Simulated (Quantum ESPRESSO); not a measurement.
# Run report: Os, band-structure run (part 1 of 2)

The run: band-structure run of Os (P6₃/mmc, 2 atoms in the cell). Method and program: Kohn-Sham DFT of a periodic cell, N12, PseudoDojo 0.4.1 SR PBE standard, no spin polarisation (Quantum ESPRESSO 7.5).

The structure derives from an entry of the Crystallography Open Database.

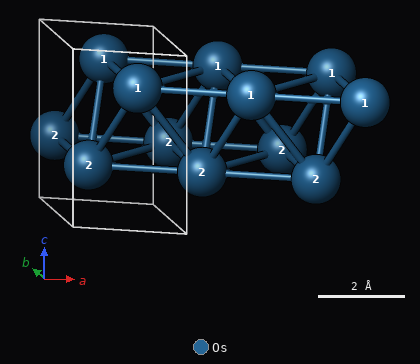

Fig. 1: The structure as given in the input (ball-and-stick view of the cell of the calculation, repeated 3 × 2 × 1, seen slightly off an axis; atoms are numbered from 1 in the order of the input).

### The input
```
&CONTROL
  calculation = 'scf'
  prefix = 'pwscf'
  outdir = './tmp'
  pseudo_dir = './pseudo'
  tprnfor = .true.
  tstress = .true.
  disk_io = 'low'
/
&SYSTEM
  ibrav = 0
  nat = 2
  ntyp = 1
  ecutwfc = 74
  nbnd = 24
  input_dft = 'XC-000I-000I-082L-080L-000I-000I'
  occupations = 'smearing'
  smearing = 'fd'
  degauss = 0.00367493
/
&ELECTRONS
  conv_thr = 4d-10
  electron_maxstep = 120
  mixing_beta = 0.5
/
ATOMIC_SPECIES
Os   190.2300 Os.upf
CELL_PARAMETERS angstrom
   2.7341000000    0.0000000000    0.0000000000
  -1.3670500000    2.3678000565    0.0000000000
   0.0000000000    0.0000000000    4.3197000000
ATOMIC_POSITIONS crystal
Os     0.6666666667    0.3333333333    0.7500000000
Os     0.3333333333    0.6666666667    0.2500000000
K_POINTS automatic
11 11 6 0 0 0
```

### File bands.in
```
&CONTROL
  calculation = 'bands'
  prefix = 'pwscf'
  outdir = './tmp'
  pseudo_dir = './pseudo'
  disk_io = 'low'
  verbosity = 'high'
/
&SYSTEM
  ibrav = 0
  nat = 2
  ntyp = 1
  ecutwfc = 74
  nbnd = 24
  input_dft = 'XC-000I-000I-082L-080L-000I-000I'
  occupations = 'smearing'
  smearing = 'fd'
  degauss = 0.00367493
/
&ELECTRONS
  conv_thr = 1d-08
  electron_maxstep = 120
  mixing_beta = 0.5
  diago_full_acc = .true.
/
ATOMIC_SPECIES
Os   190.2300 Os.upf
CELL_PARAMETERS angstrom
   2.7341000000    0.0000000000    0.0000000000
  -1.3670500000    2.3678000565    0.0000000000
   0.0000000000    0.0000000000    4.3197000000
ATOMIC_POSITIONS crystal
Os     0.6666666667    0.3333333333    0.7500000000
Os     0.3333333333    0.6666666667    0.2500000000
K_POINTS crystal
60
 0.0000000000  0.0000000000  0.0000000000 1
 0.0714285714  0.0000000000  0.0000000000 1
 0.1428571429  0.0000000000  0.0000000000 1
 0.2142857143  0.0000000000  0.0000000000 1
 0.2857142857  0.0000000000  0.0000000000 1
 0.3571428571  0.0000000000  0.0000000000 1
 0.4285714286  0.0000000000  0.0000000000 1
 0.5000000000  0.0000000000  0.0000000000 1
 0.4583333333  0.0833333333  0.0000000000 1
 0.4166666667  0.1666666667  0.0000000000 1
 0.3750000000  0.2500000000  0.0000000000 1
 0.3333333333  0.3333333333  0.0000000000 1
 0.2962962963  0.2962962963  0.0000000000 1
 0.2592592593  0.2592592593  0.0000000000 1
 0.2222222222  0.2222222222  0.0000000000 1
 0.1851851852  0.1851851852  0.0000000000 1
 0.1481481481  0.1481481481  0.0000000000 1
 0.1111111111  0.1111111111  0.0000000000 1
 0.0740740741  0.0740740741  0.0000000000 1
 0.0370370370  0.0370370370  0.0000000000 1
 0.0000000000  0.0000000000  0.0000000000 1
 0.0000000000  0.0000000000  0.1250000000 1
 0.0000000000  0.0000000000  0.2500000000 1
 0.0000000000  0.0000000000  0.3750000000 1
 0.0000000000  0.0000000000  0.5000000000 1
 0.0625000000  0.0000000000  0.5000000000 1
 0.1250000000  0.0000000000  0.5000000000 1
 0.1875000000  0.0000000000  0.5000000000 1
 0.2500000000  0.0000000000  0.5000000000 1
 0.3125000000  0.0000000000  0.5000000000 1
 0.3750000000  0.0000000000  0.5000000000 1
 0.4375000000  0.0000000000  0.5000000000 1
 0.5000000000  0.0000000000  0.5000000000 1
 0.4666666667  0.0666666667  0.5000000000 1
 0.4333333333  0.1333333333  0.5000000000 1
 0.4000000000  0.2000000000  0.5000000000 1
 0.3666666667  0.2666666667  0.5000000000 1
 0.3333333333  0.3333333333  0.5000000000 1
 0.3030303030  0.3030303030  0.5000000000 1
 0.2727272727  0.2727272727  0.5000000000 1
 0.2424242424  0.2424242424  0.5000000000 1
 0.2121212121  0.2121212121  0.5000000000 1
 0.1818181818  0.1818181818  0.5000000000 1
 0.1515151515  0.1515151515  0.5000000000 1
 0.1212121212  0.1212121212  0.5000000000 1
 0.0909090909  0.0909090909  0.5000000000 1
 0.0606060606  0.0606060606  0.5000000000 1
 0.0303030303  0.0303030303  0.5000000000 1
 0.0000000000  0.0000000000  0.5000000000 1
 0.5000000000  0.0000000000  0.5000000000 1
 0.5000000000  0.0000000000  0.3750000000 1
 0.5000000000  0.0000000000  0.2500000000 1
 0.5000000000  0.0000000000  0.1250000000 1
 0.5000000000  0.0000000000  0.0000000000 1
 0.3333333333  0.3333333333  0.0000000000 1
 0.3333333333  0.3333333333  0.1000000000 1
 0.3333333333  0.3333333333  0.2000000000 1
 0.3333333333  0.3333333333  0.3000000000 1
 0.3333333333  0.3333333333  0.4000000000 1
 0.3333333333  0.3333333333  0.5000000000 1
```

Machine: 1 thread of AMD EPYC (Zen 4), 24 GiB of memory available, shared host.

Launch command:
```bash
OMP_NUM_THREADS=1 pw.x -in pw.in > pw.out
OMP_NUM_THREADS=1 pw.x -in bands.in > bands.out
```

### What the program printed
```
This program is part of the open-source Quantum ESPRESSO suite
     for quantum simulation of materials; please cite
         "P. Giannozzi et al., J. Phys.:Condens. Matter 21 395502 (2009);
         "P. Giannozzi et al., J. Phys.:Condens. Matter 29 465901 (2017);
         "P. Giannozzi et al., J. Chem. Phys. 152 154105 (2020);
          URL
     in publications or presentations arising from this work. More details at

     IMPORTANT: XC functional enforced from input :
     Exchange-correlation= XC-000I-000I-082L-080L-000I-000I
                           (   0   0  82  80   0   0   0)
     Any further DFT definition will be discarded
     Please, verify this is what you really want

     Message from routine setup:
     using ibrav=0 with symmetry is DISCOURAGED, use correct ibrav instead

     G-vector sticks info
     --------------------
     sticks:   dense  smooth     PW     G-vecs:    dense   smooth      PW
     Sum         547     547    163                16275    16275    2707

     Using Slab Decomposition

     bravais-lattice index     =            0
     lattice parameter (alat)  =       5.1667  a.u.
     unit-cell volume          =     188.7164 (a.u.)^3
     number of atoms/cell      =            2
     number of atomic types    =            1
     number of electrons       =        32.00
     number of Kohn-Sham states=           24
     kinetic-energy cutoff     =      74.0000  Ry
     charge density cutoff     =     296.0000  Ry
     scf convergence threshold =      4.0E-10
     mixing beta               =       0.5000
     number of iterations used =            8  plain     mixing
     Exchange-correlation= XC-000I-000I-082L-080L-000I-000I
                           (   0   0  82  80   0   0   0)

     celldm(1)=   5.166700  celldm(2)=   0.000000  celldm(3)=   0.000000
     celldm(4)=   0.000000  celldm(5)=   0.000000  celldm(6)=   0.000000

     crystal axes: (cart. coord. in units of alat)
               a(1) = (   1.000000   0.000000   0.000000 )
               a(2) = (  -0.500000   0.866025   0.000000 )
               a(3) = (   0.000000   0.000000   1.579935 )

     reciprocal axes: (cart. coord. in units 2 pi/alat)
               b(1) = (  1.000000  0.577350 -0.000000 )
               b(2) = (  0.000000  1.154701  0.000000 )
               b(3) = (  0.000000 -0.000000  0.632937 )

     PseudoPot. # 1 for Os read from file:
     Os.upf
     Pseudo is Norm-conserving + core correction, Zval = 16.0
     Generated using ONCVPSP code by D. R. Hamann
     Using radial grid of 1344 points,  8 beta functions with:
                l(1) =   0
                l(2) =   0
                l(3) =   1
                l(4) =   1
                l(5) =   2
                l(6) =   2
                l(7) =   3
                l(8) =   3

     atomic species   valence    mass     pseudopotential
     Os               16.00   190.23000     Os( 1.00)

     24 Sym. Ops., with inversion, found (12 have fractional translation)

   Cartesian axes

     site n.     atom                  positions (alat units)
         1        Os     tau(   1) = (   0.5000000   0.2886751   1.1849512  )
         2        Os     tau(   2) = (  -0.0000000   0.5773503   0.3949837  )

     number of k points=    64  Fermi-Dirac smearing, width (Ry)=  0.0037
                       cart. coord. in units 2pi/alat
        k(    1) = (   0.0000000   0.0000000   0.0000000), wk =   0.0027548
        k(    2) = (   0.0000000   0.0000000   0.1054896), wk =   0.0055096
        k(    3) = (   0.0000000   0.0000000   0.2109792), wk =   0.0055096
        k(    4) = (   0.0000000   0.0000000  -0.3164687), wk =   0.0027548
        k(    5) = (   0.0000000   0.1049728   0.0000000), wk =   0.0165289
        k(    6) = (   0.0000000   0.1049728   0.1054896), wk =   0.0330579
        k(    7) = (   0.0000000   0.1049728   0.2109792), wk =   0.0330579
        k(    8) = (   0.0000000   0.1049728  -0.3164687), wk =   0.0165289
        k(    9) = (   0.0000000   0.2099456   0.0000000), wk =   0.0165289
        k(   10) = (   0.0000000   0.2099456   0.1054896), wk =   0.0330579
        k(   11) = (   0.0000000   0.2099456   0.2109792), wk =   0.0330579
        k(   12) = (   0.0000000   0.2099456  -0.3164687), wk =   0.0165289
        k(   13) = (   0.0000000   0.3149183   0.0000000), wk =   0.0165289
        k(   14) = (   0.0000000   0.3149183   0.1054896), wk =   0.0330579
        k(   15) = (   0.0000000   0.3149183   0.2109792), wk =   0.0330579
        k(   16) = (   0.0000000   0.3149183  -0.3164687), wk =   0.0165289
        k(   17) = (   0.0000000   0.4198911   0.0000000), wk =   0.0165289
        k(   18) = (   0.0000000   0.4198911   0.1054896), wk =   0.0330579
        k(   19) = (   0.0000000   0.4198911   0.2109792), wk =   0.0330579
        k(   20) = (   0.0000000   0.4198911  -0.3164687), wk =   0.0165289
        k(   21) = (   0.0000000   0.5248639   0.0000000), wk =   0.0165289
        k(   22) = (   0.0000000   0.5248639   0.1054896), wk =   0.0330579
        k(   23) = (   0.0000000   0.5248639   0.2109792), wk =   0.0330579
        k(   24) = (   0.0000000   0.5248639  -0.3164687), wk =   0.0165289
        k(   25) = (   0.0909091   0.1574592   0.0000000), wk =   0.0165289
        k(   26) = (   0.0909091   0.1574592   0.1054896), wk =   0.0330579
        k(   27) = (   0.0909091   0.1574592   0.2109792), wk =   0.0330579
        k(   28) = (   0.0909091   0.1574592  -0.3164687), wk =   0.0165289
        k(   29) = (   0.0909091   0.2624319   0.0000000), wk =   0.0330579
        k(   30) = (   0.0909091   0.2624319   0.1054896), wk =   0.0661157
        k(   31) = (   0.0909091   0.2624319   0.2109792), wk =   0.0661157
        k(   32) = (   0.0909091   0.2624319  -0.3164687), wk =   0.0330579
        k(   33) = (   0.0909091   0.3674047   0.0000000), wk =   0.0330579
        k(   34) = (   0.0909091   0.3674047   0.1054896), wk =   0.0661157
        k(   35) = (   0.0909091   0.3674047   0.2109792), wk =   0.0661157
        k(   36) = (   0.0909091   0.3674047  -0.3164687), wk =   0.0330579
        k(   37) = (   0.0909091   0.4723775   0.0000000), wk =   0.0330579
        k(   38) = (   0.0909091   0.4723775   0.1054896), wk =   0.0661157
        k(   39) = (   0.0909091   0.4723775   0.2109792), wk =   0.0661157
        k(   40) = (   0.0909091   0.4723775  -0.3164687), wk =   0.0330579
        k(   41) = (   0.0909091   0.5773503   0.0000000), wk =   0.0165289
        k(   42) = (   0.0909091   0.5773503   0.1054896), wk =   0.0330579
        k(   43) = (   0.0909091   0.5773503   0.2109792), wk =   0.0330579
        k(   44) = (   0.0909091   0.5773503  -0.3164687), wk =   0.0165289
        k(   45) = (   0.1818182   0.3149183   0.0000000), wk =   0.0165289
        k(   46) = (   0.1818182   0.3149183   0.1054896), wk =   0.0330579
        k(   47) = (   0.1818182   0.3149183   0.2109792), wk =   0.0330579
        k(   48) = (   0.1818182   0.3149183  -0.3164687), wk =   0.0165289
        k(   49) = (   0.1818182   0.4198911   0.0000000), wk =   0.0330579
        k(   50) = (   0.1818182   0.4198911   0.1054896), wk =   0.0661157
        k(   51) = (   0.1818182   0.4198911   0.2109792), wk =   0.0661157
        k(   52) = (   0.1818182   0.4198911  -0.3164687), wk =   0.0330579
        k(   53) = (   0.1818182   0.5248639   0.0000000), wk =   0.0330579
        k(   54) = (   0.1818182   0.5248639   0.1054896), wk =   0.0661157
        k(   55) = (   0.1818182   0.5248639   0.2109792), wk =   0.0661157
        k(   56) = (   0.1818182   0.5248639  -0.3164687), wk =   0.0330579
        k(   57) = (   0.2727273   0.4723775   0.0000000), wk =   0.0165289
        k(   58) = (   0.2727273   0.4723775   0.1054896), wk =   0.0330579
        k(   59) = (   0.2727273   0.4723775   0.2109792), wk =   0.0330579
        k(   60) = (   0.2727273   0.4723775  -0.3164687), wk =   0.0165289
        k(   61) = (   0.2727273   0.5773503   0.0000000), wk =   0.0165289
        k(   62) = (   0.2727273   0.5773503   0.1054896), wk =   0.0330579
        k(   63) = (   0.2727273   0.5773503   0.2109792), wk =   0.0330579
        k(   64) = (   0.2727273   0.5773503  -0.3164687), wk =   0.0165289

     Dense  grid:    16275 G-vectors     FFT dimensions: (  30,  30,  48)

     WARNING: libxc functional with ID   82 depends
      on external parameters: check the user_guide of
      QE if you need to modify them or to check their
      default values.

     WARNING: libxc functional with ID   80 depends
      on external parameters: check the user_guide of
      QE if you need to modify them or to check their
      default values.

     Initial potential from superposition of free atoms

     starting charge      31.9996, renormalised to      32.0000
     Starting wfcs are   20 randomized atomic wfcs +    4 random wfcs

     Self-consistent Calculation

     iteration #  1     ecut=    74.00 Ry     beta= 0.50
     Davidson diagonalization with overlap
     ethr =  1.00E-02,  avg # of iterations =  5.0

     Threshold (ethr) on eigenvalues was too large:
     Diagonalizing with lowered threshold

     Davidson diagonalization with overlap
     ethr =  1.07E-04,  avg # of iterations =  3.1

     total energy              =    -406.82061719 Ry
     estimated scf accuracy    <       0.03547850 Ry

     iteration #  2     ecut=    74.00 Ry     beta= 0.50
     Davidson diagonalization with overlap
     ethr =  1.11E-04,  avg # of iterations =  2.1

     total energy              =    -406.82582685 Ry
     estimated scf accuracy    <       0.00191767 Ry

     iteration #  3     ecut=    74.00 Ry     beta= 0.50
     Davidson diagonalization with overlap
     ethr =  5.99E-06,  avg # of iterations =  3.4

     total energy              =    -406.82615445 Ry
     estimated scf accuracy    <       0.00026191 Ry

     iteration #  4     ecut=    74.00 Ry     beta= 0.50
     Davidson diagonalization with overlap
     ethr =  8.18E-07,  avg # of iterations =  2.2

     total energy              =    -406.82621648 Ry
     estimated scf accuracy    <       0.00000377 Ry

     iteration #  5     ecut=    74.00 Ry     beta= 0.50
     Davidson diagonalization with overlap
     ethr =  1.18E-08,  avg # of iterations =  2.0

     total energy              =    -406.82622171 Ry
     estimated scf accuracy    <       0.00000028 Ry

     iteration #  6     ecut=    74.00 Ry     beta= 0.50
     Davidson diagonalization with overlap
     ethr =  8.73E-10,  avg # of iterations =  2.0

     total energy              =    -406.82622313 Ry
     estimated scf accuracy    <       0.00000002 Ry

     iteration #  7     ecut=    74.00 Ry     beta= 0.50
     Davidson diagonalization with overlap
     ethr =  4.94E-11,  avg # of iterations =  2.0

     total energy              =    -406.82622354 Ry
     estimated scf accuracy    <          4.4E-09 Ry

     iteration #  8     ecut=    74.00 Ry     beta= 0.50
     Davidson diagonalization with overlap
     ethr =  1.38E-11,  avg # of iterations =  2.1

     total energy              =    -406.82622372 Ry
     estimated scf accuracy    <          1.2E-09 Ry

     iteration #  9     ecut=    74.00 Ry     beta= 0.50
     Davidson diagonalization with overlap
     ethr =  3.83E-12,  avg # of iterations =  3.0

     total energy              =    -406.82622379 Ry
     estimated scf accuracy    <          7.6E-10 Ry

     iteration # 10     ecut=    74.00 Ry     beta= 0.50
     Davidson diagonalization with overlap
     ethr =  2.39E-12,  avg # of iterations =  2.5

     End of self-consistent calculation

          k = 0.0000 0.0000 0.0000 (  2033 PWs)   bands (ev):

   -60.9279 -60.8146 -20.7201 -19.7980 -19.7980 -19.6222 -19.6222 -19.5729
    15.2794  18.4054  23.0992  23.0992  23.3257  23.9233  23.9233  24.5614
    24.5614  26.2199  27.8202  27.8202  35.1774  39.5915  42.0917  43.2713

          k = 0.0000 0.0000 0.1055 (  2021 PWs)   bands (ev):

   -60.9203 -60.8222 -20.6474 -19.7864 -19.7864 -19.6542 -19.6341 -19.6341
    15.6232  18.4450  22.9197  22.9197  23.1351  23.7104  23.7104  25.0466
    25.0466  25.1830  27.8465  27.8465  36.6618  39.0428  42.2407  43.4488

          k = 0.0000 0.0000 0.2110 (  2008 PWs)   bands (ev):

   -60.8997 -60.8431 -20.4458 -19.8729 -19.7544 -19.7544 -19.6665 -19.6665
    16.5580  18.3767  22.7218  22.7757  22.7757  23.2696  23.2696  23.4508
    26.0274  26.0274  27.6711  27.6711  38.7734  39.7628  40.7119  45.2236

          k = 0.0000 0.0000-0.3165 (  2014 PWs)   bands (ev):

   -60.8714 -60.8714 -20.1636 -20.1636 -19.7105 -19.7105 -19.7105 -19.7105
    17.7096  17.7096  22.5814  22.5814  22.9019  22.9019  22.9019  22.9019
    27.0201  27.0201  27.0201  27.0201  39.2945  39.2945  43.5189  43.5190

          k = 0.0000 0.1050 0.0000 (  2025 PWs)   bands (ev):

   -60.9214 -60.8122 -20.6925 -19.8565 -19.8178 -19.6835 -19.6305 -19.5864
    15.6133  18.6968  22.5429  23.3901  23.6922  23.8439  24.0997  24.1950
    24.3348  25.1339  27.9777  29.4635  35.1476  40.2681  42.5037  43.8165

          k = 0.0000 0.1050 0.1055 (  2011 PWs)   bands (ev):

   -60.9141 -60.8195 -20.6249 -19.8423 -19.8054 -19.7312 -19.6432 -19.6282
    15.9471  18.7496  22.5316  23.1518  23.2077  23.2855  23.9586  24.5619
    24.9106  25.0889  27.9639  28.8699  36.6631  39.7120  42.6117  43.7839

          k = 0.0000 0.1050 0.2110 (  2016 PWs)   bands (ev):

   -60.8942 -60.8396 -20.4379 -19.9134 -19.8020 -19.7714 -19.6885 -19.6778
    16.8607  18.7033  22.3952  22.5016  22.7034  22.9929  23.5112  23.7854
    25.9342  26.0541  27.6999  28.0773  39.4138  39.5297  41.2963  44.6276

          k = 0.0000 0.1050-0.3165 (  2022 PWs)   bands (ev):

   -60.8670 -60.8670 -20.1774 -20.1774 -19.7473 -19.7473 -19.7247 -19.7247
    18.0147  18.0147  22.0881  22.0881  23.0484  23.0484  23.1307  23.1307
    26.9710  26.9710  27.1592  27.1592  39.7990  39.7990  43.2314  43.2314

          k = 0.0000 0.2099 0.0000 (  2026 PWs)   bands (ev):

   -60.9036 -60.8061 -20.6139 -20.0130 -19.8692 -19.8443 -19.6544 -19.6269
    16.5332  19.3768  21.9058  22.6578  23.2797  23.8240  24.2323  24.5166
    24.5768  24.9753  28.2981  31.8517  34.9556  41.4854  42.7996  44.1694

          k = 0.0000 0.2099 0.1055 (  2021 PWs)   bands (ev):

   -60.8971 -60.8127 -20.5643 -19.9900 -19.8952 -19.8550 -19.6690 -19.6534
    16.8238  19.4746  21.9702  22.1425  23.0387  23.5699  24.1432  24.5837
    24.9812  25.2619  28.1945  30.5916  36.5919  41.1964  42.4449  43.7086

          k = 0.0000 0.2099 0.2110 (  2017 PWs)   bands (ev):
```
